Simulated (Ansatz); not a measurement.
## Run report: Co, geometry relaxation (part 2 of 2)

Co (6 atoms in the cell); DFT PBE, scalar-relativistic, plane waves, PAW, spin-polarised (Ansatz 0.2.0); cutoff 420 eV, 8×8×8 k-mesh, Gaussian smearing of 0.1 eV, collinear spins. The structure derives from a Materials Project entry. It belongs to a series of runs on one base structure; here: 0 of 6 Co sites taken by Ca, cell and atoms relaxed.

Geometry of the input (Å; fractional positions):
```
-3.5201  -1.7601  -1.7601
-1.7601  -3.5201  1.7601
-3.5201  1.7601  1.7601
Co 0.6667  0.6667  -0.0000
Co 0.3333  0.3333  0.0000
Co 0.0000  0.0000  0.0000
Co 0.8333  0.3333  0.5000
Co 0.5000  1.0000  0.5000
Co 0.1667  0.6667  0.5000
```

**Output, continued**
```
Per-site moments (μB) at R_I (Å): [(1.7259130261131828, 1.0264826483040488), (1.7259130261131823, 1.0264826483040488), (1.7259130261131816, 1.0264826483040486), (1.7259130261131823, 1.0264826483040488), (1.7259130261131819, 1.0264826483040486), (1.7259130261131828, 1.0264826483040488)]
Free energy (F): -30756.838638 eV
Harris-Foulkes:  -30756.838638 eV  (|F-HF|=1.09e-10)
Internal energy: -30756.804404 eV  (E = F + TS)
E sigma→0 (E₀):  -30756.821521 eV
Entropy (-TS):   -0.034234 eV (-5.706 meV/atom)
Fermi energy:    18.669590 eV
--- Per-component energies (eV) ---
  E_band       = -1477.361948
  E_kinetic    = 2720.310719
  E_local      = -17043.494510  (includes V_loc(G=0)·N_el)
  E_nonlocal   = 2724.682370
  E_hartree    = 7141.048490
  E_xc         = -953.720477
  E_vxc        = -1230.688772  (∫ρ·V_xc dr)
  E_paw        = -9090.554311  (= ΣΔE_a)
  E_vpaw       = -2930.267311  (= ΣTr[D̂ρ^β])
  E_aug_tail   = 0.000644  (compensation charges beyond the density's cutoff)
  E_ewald      = -16255.077328
  E_smearing   = -0.034234  (= −TS)
  E_closure    = -0.000000  (closes the sum)
  Σ components = -30756.838638   (vs F -30756.838638, Δ=0.00e0)
--- Forces (eV/Å), atoms counted from 1 ---
  atom   1  Co     0.00000000     0.00000000     0.00000000
  atom   2  Co     0.00000000    -0.00000000     0.00000000
  atom   3  Co     0.00000000     0.00000000    -0.00000000
  atom   4  Co     0.00000000     0.00000000    -0.00000000
  atom   5  Co    -0.00000000     0.00000000     0.00000000
  atom   6  Co    -0.00000000    -0.00000000    -0.00000000
  max |Σ_I F_I| component: 1.09e-28 eV/Å
--- Stress (GPa, compression-positive) ---
        0.010180      -0.000113      -0.000113
       -0.000113      -0.006822      -0.002322
       -0.000113      -0.002322      -0.006822
  P = ⅓ Tr σ = -0.0012 GPa (-0.012 kbar)
--- Band table (eV; the first three rows and the last of 300) ---
  k-point 0 ↑: bands = ["-77.5316", "-77.4781", "-77.4654", "-77.4654", "-77.4652", "-77.4652", "-40.9173", "-40.8471", "-40.8471", "-40.8172", "-40.8172", "-40.8138", "-40.8138", "-40.7709", "-40.7709", "-40.6923", "-40.6923", "-40.6788", "-40.6788", "-40.6495", "-40.6477", "-40.6051", "-40.6032", "-40.6019", "9.5559", "13.4102", "14.4912", "14.4912", "14.6054", "14.6054", "14.7443", "14.7443", "14.7687", "14.7687", "15.5347", "15.5347", "15.7803", "15.7803", "15.7857", "15.7869", "15.9249", "15.9252", "15.9315", "16.7611", "16.7611", "16.8469", "16.8469", "16.9606", "16.9625", "17.6344", "17.6344", "17.8676", "17.8690", "17.8690", "17.8732", "18.2697", "23.4832", "23.4832", "23.6300", "23.6300", "24.6819", "25.4363", "25.4363", "26.2397", "26.2397", "29.3463", "29.3463", "32.0923"]
  k-point 1 ↑: bands = ["-77.5296", "-77.4802", "-77.4654", "-77.4654", "-77.4652", "-77.4652", "-40.9055", "-40.8420", "-40.8420", "-40.8347", "-40.8347", "-40.7928", "-40.7928", "-40.7802", "-40.7802", "-40.6880", "-40.6880", "-40.6822", "-40.6822", "-40.6478", "-40.6460", "-40.6143", "-40.6068", "-40.6046", "9.7111", "13.3679", "14.5252", "14.5252", "14.5675", "14.5675", "14.7488", "14.7488", "14.7563", "14.7563", "15.6170", "15.6170", "15.7084", "15.7084", "15.8135", "15.8147", "15.8871", "15.9630", "15.9632", "16.7814", "16.7814", "16.8133", "16.8133", "16.9447", "16.9463", "17.6820", "17.7135", "17.7135", "17.8022", "17.8042", "17.8042", "17.8076", "23.5217", "23.5217", "23.5768", "23.5768", "25.5797", "25.6585", "25.6585", "25.9513", "25.9513", "29.9407", "29.9407", "30.8074"]
  k-point 2 ↑: bands = ["-77.5239", "-77.4860", "-77.4653", "-77.4653", "-77.4653", "-77.4653", "-40.8717", "-40.8463", "-40.8463", "-40.8275", "-40.8275", "-40.8009", "-40.8009", "-40.7741", "-40.7741", "-40.6894", "-40.6894", "-40.6818", "-40.6818", "-40.6489", "-40.6430", "-40.6412", "-40.6116", "-40.6095", "10.1661", "13.1678", "14.5045", "14.5045", "14.5904", "14.5904", "14.7450", "14.7450", "14.7629", "14.7629", "15.5724", "15.5724", "15.7501", "15.7501", "15.7732", "15.8910", "15.8923", "16.0540", "16.0540", "16.6049", "16.7704", "16.7704", "16.8299", "16.8299", "16.9191", "16.9200", "17.6218", "17.6265", "17.6748", "17.6748", "17.8348", "17.8348", "23.4991", "23.4991", "23.6022", "23.6022", "25.5332", "25.5332", "26.1078", "26.1078", "27.6543", "29.6390", "29.6390", "31.2904"]
  k-point 149 ↓: bands = ["-75.3978", "-75.3823", "-75.3823", "-75.3704", "-75.3578", "-75.3578", "-38.8087", "-38.7938", "-38.7938", "-38.7840", "-38.7840", "-38.7481", "-38.7481", "-38.7353", "-38.6533", "-38.6427", "-38.6427", "-38.6272", "-38.6263", "-38.6263", "-38.5888", "-38.5888", "-38.5818", "-38.5632", "12.3122", "13.7850", "13.7850", "14.6323", "15.5711", "15.5711", "15.8414", "15.8414", "15.9473", "16.4960", "16.4960", "16.8571", "17.2500", "17.2500", "17.3720", "17.3720", "17.4413", "17.7465", "17.8441", "18.1611", "18.1611", "18.6767", "18.9265", "18.9913", "18.9913", "19.2076", "19.2076", "19.3852", "19.7163", "19.7163", "19.8674", "20.1451", "20.1451", "20.6948", "25.6273", "25.6273", "26.2306", "26.2306", "29.7354", "29.7354", "30.2849", "30.7679", "30.7679", "32.7050"]
--- Relaxed structure (3 steps of the walk, 3 accepted, 1 SCFs on fresh bases) ---
  F+E_penalty+E_count = -30756.83863782 eV   max|allowed force component| = 2.391e-28 eV/Å   (the final SCF, on the basis selected at the relaxed cell)
  cell:  # Å, volume = 65.4961 Å³
    - [-3.523619760176709, -1.7603974385845198, -1.7603974385845196]
    - [-1.7618098800883548, -3.5217122415331246, 1.7613148029486052]
    - [-3.52201423388248, 1.7587919122902897, 1.7587919122902897]
  atoms:
    - { symbol: Co, position: [0.6666666666666669, 0.6666666666666666, -8.24129176360544e-17] }
    - { symbol: Co, position: [0.3333333333333335, 0.3333333333333333, -1.4840017235895342e-18] }
    - { symbol: Co, position: [-1.6009024355937296e-36, 3.284917234963649e-37, 7.183282869227737e-37] }
    - { symbol: Co, position: [0.8333333333333335, 0.3333333333333332, 0.5] }
    - { symbol: Co, position: [0.5000000000000001, 1.0, 0.4999999999999998] }
    - { symbol: Co, position: [0.1666666666666668, 0.6666666666666667, 0.4999999999999999] }
--- Löwdin populations: 6 sites ---
  site symbol       q [e]    m [muB]
     0     Co     16.7727     1.7210
     1     Co     16.7727     1.7210
     2     Co     16.7727     1.7210
     3     Co     16.7727     1.7210
     4     Co     16.7727     1.7210
     5     Co     16.7727     1.7210
  spilling = 0.013371 (of n_electrons = 102.000000)
```

**File populations.tsv**
```
# site	symbol	l	j	q_up	q_dn
# orbitals = lowdin
# n_electrons = 102.000000
# spilling = 0.013371
0	Co	0_3S	-	0.993695	0.993955
0	Co	0_4S	-	0.465254	0.494343
0	Co	1_3P	-	2.998834	2.998672
0	Co	2_3D	-	4.789066	3.038878
1	Co	0_3S	-	0.993695	0.993955
1	Co	0_4S	-	0.465254	0.494343
1	Co	1_3P	-	2.998834	2.998672
1	Co	2_3D	-	4.789066	3.038878
2	Co	0_3S	-	0.993695	0.993955
2	Co	0_4S	-	0.465254	0.494343
2	Co	1_3P	-	2.998834	2.998672
2	Co	2_3D	-	4.789066	3.038878
3	Co	0_3S	-	0.993695	0.993955
3	Co	0_4S	-	0.465254	0.494343
3	Co	1_3P	-	2.998834	2.998672
3	Co	2_3D	-	4.789066	3.038878
4	Co	0_3S	-	0.993695	0.993955
4	Co	0_4S	-	0.465254	0.494343
4	Co	1_3P	-	2.998834	2.998672
4	Co	2_3D	-	4.789066	3.038878
5	Co	0_3S	-	0.993695	0.993955
5	Co	0_4S	-	0.465254	0.494343
5	Co	1_3P	-	2.998834	2.998672
5	Co	2_3D	-	4.789066	3.038878
```

**Trajectory as extended XYZ (Å, eV, eV/Å), 4 frames, from step=1 to step=4**
```
6
Lattice="-3.5201 -1.7601 -1.7601 -1.7601 -3.5201 1.7601 -3.5201 1.7601 1.7601" Properties=species:S:1:pos:R:3:forces:R:3 step=1 energy=-30756.83855 pressure_GPa=0.22
Co   -3.5201   -3.5201    0.0000    0.0000   0.0000   0.0000
Co   -1.7601   -1.7601    0.0000    0.0000   0.0000   0.0000
Co    0.0000    0.0000    0.0000    0.0000   0.0000   0.0000
Co   -5.2802   -1.7601    0.0000    0.0000   0.0000   0.0000
Co   -5.2802   -3.5201    1.7601    0.0000   0.0000   0.0000
Co   -3.5201   -1.7601    1.7601    0.0000   0.0000   0.0000
6
Lattice="-3.5218 -1.7603 -1.7603 -1.7609 -3.5210 1.7607 -3.5210 1.7596 1.7596" Properties=species:S:1:pos:R:3:forces:R:3 step=2 energy=-30756.83858 pressure_GPa=0.10
Co   -3.5218   -3.5209    0.0003    0.0000   0.0000   0.0000
Co   -1.7609   -1.7605    0.0001    0.0000   0.0000   0.0000
Co    0.0000    0.0000    0.0000    0.0000   0.0000   0.0000
Co   -5.2823   -1.7608   -0.0003    0.0000   0.0000   0.0000
Co   -5.2823   -3.5214    1.7603    0.0000   0.0000   0.0000
Co   -3.5214   -1.7610    1.7602    0.0000   0.0000   0.0000
6
Lattice="-3.5236 -1.7604 -1.7604 -1.7618 -3.5217 1.7613 -3.5220 1.7588 1.7588" Properties=species:S:1:pos:R:3:forces:R:3 step=3 energy=-30756.83856 pressure_GPa=-0.00
Co   -3.5236   -3.5214    0.0006    0.0000   0.0000   0.0000
Co   -1.7618   -1.7607    0.0003    0.0000   0.0000   0.0000
Co    0.0000    0.0000    0.0000    0.0000   0.0000   0.0000
Co   -5.2846   -1.7615   -0.0005    0.0000   0.0000   0.0000
Co   -5.2846   -3.5225    1.7605    0.0000   0.0000   0.0000
Co   -3.5228   -1.7618    1.7602    0.0000   0.0000   0.0000
6
Lattice="-3.5236 -1.7604 -1.7604 -1.7618 -3.5217 1.7613 -3.5220 1.7588 1.7588" Properties=species:S:1:pos:R:3:forces:R:3 step=4 energy=-30756.83864 pressure_GPa=-0.00
Co   -3.5236   -3.5214    0.0006    0.0000   0.0000   0.0000
Co   -1.7618   -1.7607    0.0003    0.0000   0.0000   0.0000
Co    0.0000    0.0000    0.0000    0.0000   0.0000   0.0000
Co   -5.2846   -1.7615   -0.0005    0.0000   0.0000   0.0000
Co   -5.2846   -3.5225    1.7605    0.0000   0.0000   0.0000
Co   -3.5228   -1.7618    1.7602    0.0000   0.0000   0.0000
```

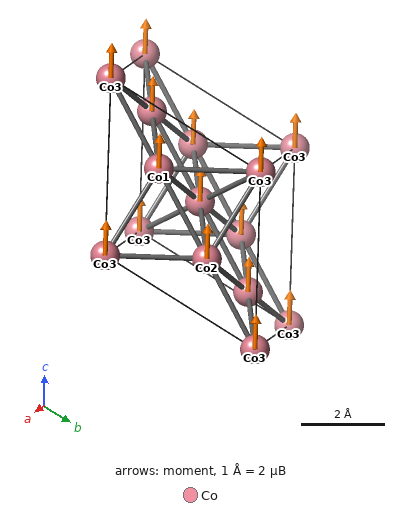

Magnetic moments of the sites as orange arrows (ball-and-stick view of the reduced cell, seen slightly off an axis; atoms are numbered from 1 in the order of the input); small moments hardly show. The run is collinear, so the axis drawn is arbitrary. Site moments: all 6 Co atoms (1.73 μB). They are counted near the atoms and needn't add up to the moment of the cell.

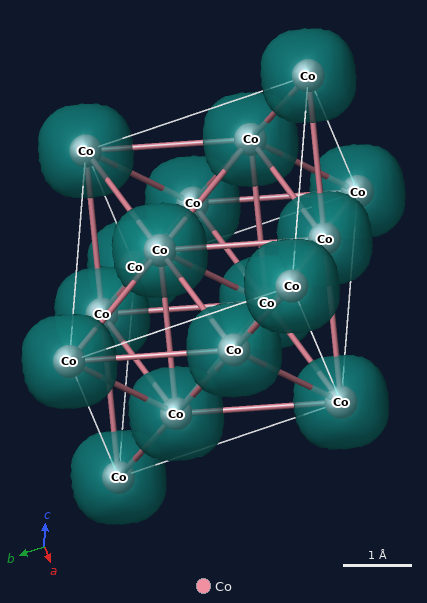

Isosurface of the spin density (up minus down) at +0.2 e/Å³ (teal), seen at an oblique angle. Sticks mark near contacts. The outline is the calculation cell. The cell of the calculation (6 atoms) carries 9.9 μB net. The fields are those of the smooth PAW valence density.

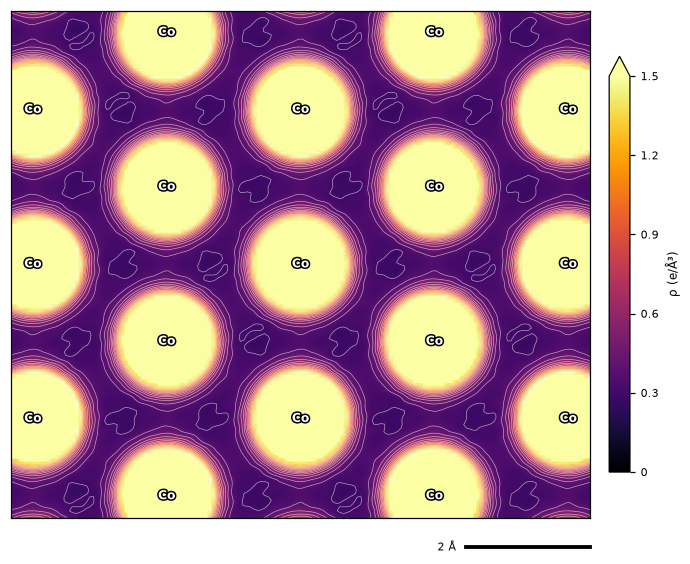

Valence electron density on the (001) plane of the calculation cell. The section cuts through Co sites. Co–Co (2.49 Å): the density is about 0.36 e/Å³ at the midpoint. Away from the nuclei the density in this plane falls to 0.26 e/Å³ at its lowest.

**Summary**

| quantity | value |
| --- | --- |
| outcome | converged |
| space group (tolerance 0.01 Å) | Fm-3m (225) |
| electrons treated | 102 |
| free energy | −30756.8386 eV |
| Fermi energy | 18.670 eV |
| gap on the k-point mesh | none (metallic) |
| net moment of the cell | 9.95 μB |
| integrated absolute moment | 10.84 μB |
| pressure | 0.00 GPa |
| final volume | 65.50 Å³ |
| largest force (length of the vector) at the end | under 0.001 eV/Å |
| final cell | a = 4.314 Å, b = 4.314 Å, c = 4.312 Å, α = 80.38°, β = 70.47°, γ = 60.00° |
| hardware | 1 thread of Arm Neoverse V2, 112 GiB of memory available, shared host |
| wall time | 6.7 min |
| peak memory | 1.1 GiB |
